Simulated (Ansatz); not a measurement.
## Single-point calculation, with input and output: IrO$_{2}$ (part 1 of 2)

- system: IrO$_{2}$ (slab, 18 atoms in the cell)
- method: DFT PBEsol, scalar-relativistic, plane waves, PAW, no spin polarisation (Ansatz 0.2.0)

The structure derives from an entry of the Crystallography Open Database. It belongs to a series of runs on one base structure; here: vacuum: 22. Figures and captions count atoms from 1; the log counts them from 0 in places.

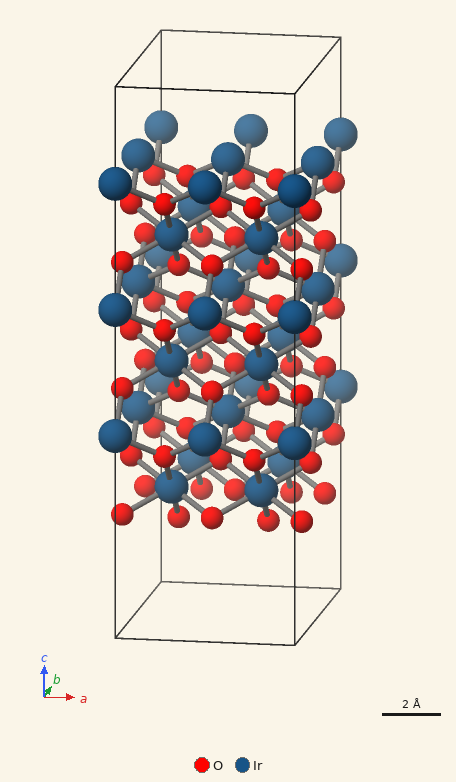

The structure (ball-and-stick view of the 2 × 2 repeat of the cell, with the vacuum cut short, seen slightly off an axis). An atom can appear more than once, as a periodic image. Near neighbours in the periodic cell (some may lie outside the picture): O has 1 Ir at 1.95 Å; O has 2 Ir at 1.99 Å; Ir has 6 O at 1.95 to 1.99 Å; O has 3 Ir at 1.95 to 1.99 Å; Ir has 3 O at 1.95 to 1.99 Å.

### Input file
```yaml
crystal:
  lattice:
    - [3.1535737106, 0.0, 0.0]
    - [0.0, 4.4714886336, 0.0]
    - [0.0, 0.0, 34.559436598]
  atoms:
    - { symbol: O, position: [0.5, 0.8087819577, 0.3182922259] }
    - { symbol: O, position: [0.0, 0.3087819577, 0.3335032873] }
    - { symbol: Ir, position: [0.5, 0.5, 0.3582441218] }
    - { symbol: O, position: [0.0, 0.6912180423, 0.3829849563] }
    - { symbol: O, position: [0.5, 0.1912180423, 0.3981960177] }
    - { symbol: Ir, position: [0.0, 0.0, 0.4229368523] }
    - { symbol: O, position: [0.5, 0.8087819577, 0.4476776868] }
    - { symbol: O, position: [0.0, 0.3087819577, 0.4628887482] }
    - { symbol: Ir, position: [0.5, 0.5, 0.4876295827] }
    - { symbol: O, position: [0.0, 0.6912180423, 0.5123704173] }
    - { symbol: O, position: [0.5, 0.1912180423, 0.5275814786] }
    - { symbol: Ir, position: [0.0, 0.0, 0.5523223132] }
    - { symbol: O, position: [0.5, 0.8087819577, 0.5770631477] }
    - { symbol: O, position: [0.0, 0.3087819577, 0.5922742091] }
    - { symbol: Ir, position: [0.5, 0.5, 0.6170150437] }
    - { symbol: O, position: [0.0, 0.6912180423, 0.6417558782] }
    - { symbol: O, position: [0.5, 0.1912180423, 0.6569669396] }
    - { symbol: Ir, position: [0.0, 0.0, 0.6817077741] }
basis:
  ecutwfc: 420
kpoints:
  mp_grid: { grid: [11, 8, 1] }
hamiltonian:
  xc: pbesol
scf:
  occupations: { method: gaussian, width: 0.1 }
output:
  forces: true
  stress: true
  eigenvalues: true
  write_density: true
  write_potential: true
  elf: true
  volumetric_format: npy
efield:
  axis: 3
  dipole_correction: true
  ramp_width: 0.04
```

Command:
```bash
ansatz run input.yaml --threads 2 --pin off --max-ram 5120MiB --backend cpu --events-out ev --progress --plain --runs-dir out
```

### Output
```
Engine: ansatz 0.2.0, x86_64-unknown-linux-gnu
Pseudopotentials: kind: paw
Pseudopotential: O, paw, valence charge 6, recommended cutoff 420 eV (normal), O.paw.azcp
Pseudopotential: Ir, paw, valence charge 17, recommended cutoff 420 eV (normal), Ir.paw.azcp
Functional definition: PBEsol
  exchange = pbesol_x
  correlation = pbesol_c
Crystal: 18 atoms, lattice volume = 487.328 Å³
Basis set: ecut = 420 eV, 9531 PW (Γ), exchange–correlation on 48×60×480 points (8 copies of the dense FFT grid, shifted against one another)
Bands: 105, of which v1, the nominal top of the filled ones, is band 87 counted from 1 (86 counted from 0)
Symmetry: 2 space group operations
Space group: Pm (ITA 6), of the structure as read, at distance tolerance 7.9e-5 Å
k-points: 30 of 88 (time reversal used)
Non-local potential: O, projectors of the file, l = 0: 2, l = 1: 2, l = 2: 1
Non-local potential: Ir, projectors of the file, l = 0: 3, l = 1: 2, l = 2: 2, l = 3: 1
PAW form: soft (Blöchl's): semilocal exchange-correlation on the pseudo side does not see the compensation charge
PAW frozen core: O, regenerated for the run's functional, and the local potential with it (the file was generated under x = pbe(κ = 0.804, μ = 0.2195149727645171), c = pbe(β = 0.06672455060314922))
PAW frozen core: Ir, regenerated for the run's functional, and the local potential with it (the file was generated under x = pbe(κ = 0.804, μ = 0.2195149727645171), c = pbe(β = 0.06672455060314922))
PAW one-centre angular grid: O, 110 points (default); XC on 64 Gauss nodes
PAW one-centre angular grid: Ir, 590 points (default); XC on 64 Gauss nodes
Initial density: superposition of atomic densities (neutral atoms: chi_scale 0, normalization atom), corrected by the library's trained network
Initial wavefunctions: pseudopotential atomic-orbital guess
Functional: x = pbesol(κ = 0.804, μ = 0.12345679012345678), c = pbesol(β = 0.046)
SCF iter   1: F=—  HF=-77502.838853 eV  |F-HF|=—  |Δ(HF+E_count)|=         —  Δρ=2.05e-2  dr2=1.41e1  ethr=1.77e-3  p=0.291 e·Å  D=1.08e-1 V/Å  ΔV_dip=-3.74 eV  dr2_dipole=7.68e0  V_vac-E_F(+/−)=4.64/8.38 eV  ⟨swp⟩=7.0  Hψ=13156  notcnv=0  defer=35
efield: sawtooth ramp at fractional position 0.9800 (placed from the atoms, in the widest stretch of the axis that holds none; the zero of the levels goes with the place), width 0.0400; the density the first Hamiltonian is built on has a dipole p = 0.291 e·Å; the dipole correction subtracts the counter field D = 1.08e-1 V/Å, which shifts the + side's vacuum level by -3.74 eV against the − side's; the planar-averaged density in the ramp window peaks in size at 1.7e-6 e/Å³
preconditioner: auto → LDOS  [metal: Δε(μ)=0.010 eV  Ē_g=10.088 eV  σ=0.100 eV  W_gap=0.05  n_scr=92 (ndim 8)  ℏωp=18.9 eV  f_vac=0.572  D(μ)=10.13/eV (n_scr^D=50)  β→1.0]
SCF iter   2: F=—  HF=-77502.881198 eV  |F-HF|=—  |Δ(HF+E_count)|=   4.23e-2  Δρ=3.02e-2  dr2=2.57e1  ethr=1.77e-3  p=0.236 e·Å  D=8.78e-2 V/Å  ΔV_dip=-3.03 eV  dr2_dipole=1.07e1  V_vac-E_F(+/−)=4.93/7.96 eV  ⟨swp⟩=2.0  Hψ=5468  notcnv=0  defer=262
SCF iter   3: F=—  HF=-77502.540103 eV  |F-HF|=—  |Δ(HF+E_count)|=   3.41e-1  Δρ=1.08e-2  dr2=2.13e0  ethr=1.77e-3  p=0.252 e·Å  D=9.38e-2 V/Å  ΔV_dip=-3.24 eV  dr2_dipole=6.46e-1  V_vac-E_F(+/−)=4.88/8.12 eV  ⟨swp⟩=1.8  Hψ=2973  notcnv=0  defer=262
SCF iter   4: F=—  HF=-77502.537633 eV  |F-HF|=—  |Δ(HF+E_count)|=   2.47e-3  Δρ=8.12e-3  dr2=1.59e0  ethr=1.22e-3  p=0.253 e·Å  D=9.41e-2 V/Å  ΔV_dip=-3.25 eV  dr2_dipole=6.86e-1  V_vac-E_F(+/−)=4.88/8.14 eV  ⟨swp⟩=1.2  Hψ=3621  notcnv=0  defer=245
SCF iter   5: F=—  HF=-77502.531856 eV  |F-HF|=—  |Δ(HF+E_count)|=   5.78e-3  Δρ=3.06e-3  dr2=2.67e-1  ethr=9.14e-4  p=0.248 e·Å  D=9.20e-2 V/Å  ΔV_dip=-3.18 eV  dr2_dipole=1.19e-1  V_vac-E_F(+/−)=4.93/8.11 eV  ⟨swp⟩=1.0  Hψ=2930  notcnv=0  defer=245
SCF iter   6: F=—  HF=-77502.528041 eV  |F-HF|=—  |Δ(HF+E_count)|=   3.82e-3  Δρ=1.42e-3  dr2=4.01e-2  ethr=1.54e-4  p=0.246 e·Å  D=9.12e-2 V/Å  ΔV_dip=-3.15 eV  dr2_dipole=1.59e-2  V_vac-E_F(+/−)=4.95/8.10 eV  ⟨swp⟩=2.0  Hψ=3621  notcnv=0  defer=245
SCF iter   7: F=—  HF=-77502.526278 eV  |F-HF|=—  |Δ(HF+E_count)|=   1.76e-3  Δρ=2.40e-4  dr2=3.17e-4  ethr=2.31e-5  p=0.245 e·Å  D=9.10e-2 V/Å  ΔV_dip=-3.15 eV  dr2_dipole=1.89e-5  V_vac-E_F(+/−)=4.96/8.10 eV  ⟨swp⟩=2.0  Hψ=4429  notcnv=0  defer=245
SCF iter   8: F=—  HF=-77502.526334 eV  |F-HF|=—  |Δ(HF+E_count)|=   5.68e-5  Δρ=2.89e-4  dr2=2.33e-3  ethr=1.82e-7  p=0.245 e·Å  D=9.09e-2 V/Å  ΔV_dip=-3.14 eV  dr2_dipole=9.77e-4  V_vac-E_F(+/−)=4.96/8.10 eV  ⟨swp⟩=2.0  Hψ=4622  notcnv=0  defer=245
SCF iter   9: F=—  HF=-77502.526337 eV  |F-HF|=—  |Δ(HF+E_count)|=   2.27e-6  Δρ=1.80e-4  dr2=7.74e-4  ethr=1.82e-7  p=0.245 e·Å  D=9.09e-2 V/Å  ΔV_dip=-3.14 eV  dr2_dipole=3.26e-4  V_vac-E_F(+/−)=4.96/8.10 eV  ⟨swp⟩=1.0  Hψ=2904  notcnv=0  defer=245
SCF iter  10: F=—  HF=-77502.526344 eV  |F-HF|=—  |Δ(HF+E_count)|=   6.80e-6  Δρ=2.38e-5  dr2=4.41e-6  ethr=1.82e-7  p=0.245 e·Å  D=9.08e-2 V/Å  ΔV_dip=-3.14 eV  dr2_dipole=1.61e-6  V_vac-E_F(+/−)=4.96/8.10 eV  ⟨swp⟩=1.0  Hψ=2904  notcnv=0  defer=245
SCF iter  11: F=—  HF=-77502.526416 eV  |F-HF|=—  |Δ(HF+E_count)|=   7.23e-5  Δρ=7.61e-6  dr2=4.51e-7  ethr=2.53e-9  p=0.245 e·Å  D=9.08e-2 V/Å  ΔV_dip=-3.14 eV  dr2_dipole=1.51e-7  V_vac-E_F(+/−)=4.96/8.10 eV  ⟨swp⟩=2.0  Hψ=4654  notcnv=0  defer=245
SCF iter  12: F=-77502.526417 eV  HF=-77502.526416 eV  |F-HF|=1.88e-7  |Δ(HF+E_count)|=   5.98e-7  Δρ=1.64e-6  dr2=2.91e-8  ethr=5.75e-11  p=0.245 e·Å  D=9.08e-2 V/Å  ΔV_dip=-3.14 eV  dr2_dipole=3.83e-9  V_vac-E_F(+/−)=4.96/8.10 eV  ⟨swp⟩=22.8  Hψ=27835  notcnv=0
SCF 1 converged in 12 iterations: F = -77502.526417 eV  dr2 = 2.91e-8
  greatest PAW one-centre occupation: 1.000 electrons in one spin orbital (limit 2), on the Ir atom at site 2 (counted from 0), in its partial waves of l = 0
```

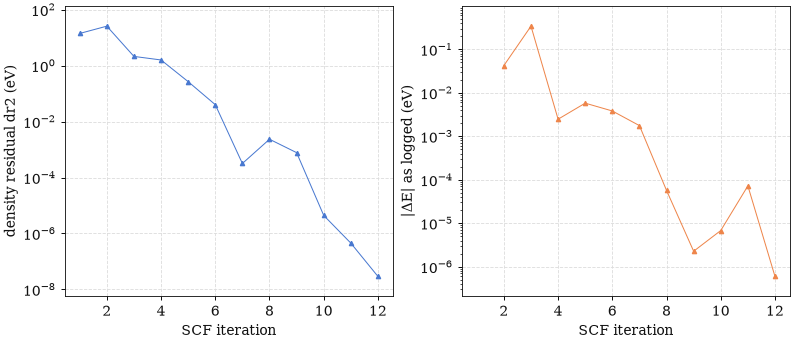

Convergence of the self-consistent field: density residual dr2 and size of the energy change against the SCF iteration. The residual comes down, with one marked jump up, by a factor of about 7, at step 8.

```
WARN: The output density's exchange-correlation potential varies sharply where the density is thin. Do not read a vacuum level from v_tot or v_xc, or from such a field of the output density. On a cell that repeats whose density bears no net charge and no dipole along the vacuum's axis use v_es (v_loc + v_h of the components); under efield.dipole_correction with no amplitude use v_es + v_field, which holds any external_charges[].barrier, or the levels of the report's work_function block, which leave it out; under a non-zero efield.amplitude the vacuum is tilted and has no level; on a cell that repeats and bears such a dipole with no correction it is tilted too, and efield.dipole_correction with no amplitude gives each side of its ramp a level where efield: is served; in a cell that repeats whose density bears a net charge (total_charge, or a fill off its count) it is curved and has none; of a slab under crystal.periodic whose density bears no net charge use v_es, which has a level on each side, short of where the two are joined; of another it falls or rises all the way out and has none; of a slab beside external_charges read slab_vacuum_level instead, which it has where they leave it neutral. The grid or the basis barely resolves most such structure, and the values can differ between equally converged runs; as a rule a tighter scf.convergence.dr2_threshold does not remove it. Where the density itself ripples (under the LDA too) a higher basis.ecutwfc lessens it. The files hold the spikes' plane waves up to the density's cutoff. Files: v_tot_of_output_density and the like, and their columns of v_z.tsv (output.write_potential); v_xc_of_output_density and the like, and their columns of v_comp_z.tsv (output.write_potential_components). Measured: with its Gaussian average of σ = 0.25 Å subtracted twice, the exchange-correlation potential is over 0.1 eV at 3475 of the grid points where the equally averaged density (valence and model cores) is under 1e-3 e/Å³, and 0.287 eV at the most among them, at an averaged density of 3.5e-8 e/Å³. The input density's (outcome.potential() and, of a run that writes arrays, v_tot and v_xc) is over 0.1 eV, so measured, at 281 points of its own thin density, 0.178 eV at the most. See output.write_potential in the manual, Limitations
SCF converged after 12 iterations
Free energy (F): -77502.526417 eV
Harris-Foulkes:  -77502.526416 eV  (|F-HF|=1.88e-7)
Internal energy: -77502.464486 eV  (E = F + TS)
E sigma→0 (E₀):  -77502.495451 eV
Entropy (-TS):   -0.061931 eV (-3.441 meV/atom)
Fermi energy:    1.659684 eV
Dipole field:    D = 0.090746 V/Å  (p = 0.244391 e·Å, saw-weighted, corrected)
Work function:   Φ+ = 4.9616 eV   Φ− = 8.0978 eV
Levels:          The Fermi level and band energies are counted from a zero that moves with the ramp; work functions are not
--- Per-component energies (eV) ---
  E_band       = -3572.819189
  E_kinetic    = 5802.984071
  E_local      = -431794.036710  (includes V_loc(G=0)·N_el)
  E_nonlocal   = 1040.408828
  E_hartree    = 213048.053466
  E_xc         = -2447.973274
  E_vxc        = -2886.742136  (∫ρ·V_xc dr)
  E_paw        = -56355.624490  (= ΣΔE_a)
  E_vpaw       = -1827.941932  (= ΣTr[D̂ρ^β])
  E_aug_tail   = 0.029715  (compensation charges beyond the density's cutoff)
  E_efield     = 0.011089  (sawtooth field / dipole correction)
  E_vefield    = -3.574559  (∫n·V_field dr)
  E_ewald      = 193201.667654
  E_core_change = 2.015164  (= ΣΔE_core)
  E_smearing   = -0.061931  (= −TS)
  E_closure    = 0.000000  (closes the sum)
  Σ components = -77502.526417   (vs F -77502.526417, Δ=0.00e0)
--- Forces (eV/Å), atoms counted from 1 ---
  atom   1  O      0.00000000    -2.99457864     3.36941023
  atom   2  O      0.00000000     0.21036692     1.39383355
  atom   3  Ir     0.00000000     3.24966358    -5.64497496
  atom   4  O      0.00000000    -0.18848595     0.63302886
  atom   5  O      0.00000000    -0.08291676     0.27748027
  atom   6  Ir     0.00000000    -0.33248486    -0.13976505
  atom   7  O      0.00000000     0.03512358     0.02967483
  atom   8  O      0.00000000     0.07248619     0.07562549
  atom   9  Ir     0.00000000     0.06225462    -0.02013744
  atom  10  O      0.00000000    -0.02203814     0.01243839
  atom  11  O      0.00000000    -0.01125949     0.00411170
  atom  12  Ir     0.00000000    -0.02793535    -0.03045997
  atom  13  O      0.00000000     0.17716897    -0.07182265
  atom  14  O      0.00000000    -0.12585322    -0.17398713
  atom  15  Ir     0.00000000    -0.26689175     0.23172641
  atom  16  O      0.00000000     0.06972408     1.06537955
  atom  17  O      0.00000000     0.55439649     1.09481912
  atom  18  Ir     0.00000000    -0.37873594    -2.10641306
  max |Σ_I F_I| component: 3.18e-5 eV/Å
--- Stress (GPa, compression-positive) ---
       -1.933111       0.000000       0.000000
        0.000000      -1.600191       1.092165
        0.000000       1.092165      -2.221433
  P = ⅓ Tr σ = -1.9182 GPa (-19.182 kbar)
```
